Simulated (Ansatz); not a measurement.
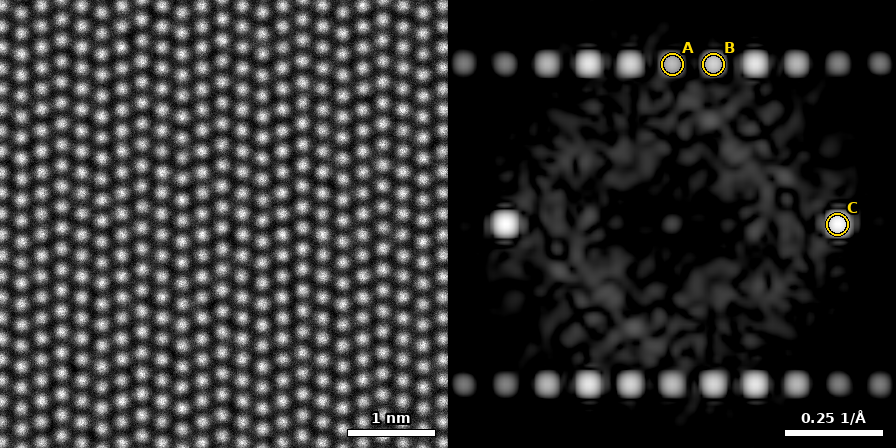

HAADF-like image of a crystal. The image is simulated as a sum over atoms of Z^1.7, blurred by a 1.30 Å probe (no channelling). The probe carries 25 % of its weight in a tail 2.5 times as wide. Shot noise and the speckle of an amorphous layer were added.

The right panel is the modulus of the image's Fourier transform on a logarithmic scale.

> Which lattice spacings do the marked spots stand for, and what angle do A and B enclose?

A: 2.4 Å, B: 2.4 Å, C: 2.3 Å; A and B enclose about 15°.

The crystal is Pt (P6_3/mmc, No. 194) along [100]; the spots are (0 -1 0), (0 -1 1) and (004). Model: the geometry given to an electronic-structure calculation, possibly off equilibrium; the starting structure was generated, so it need not be a known form of this composition.
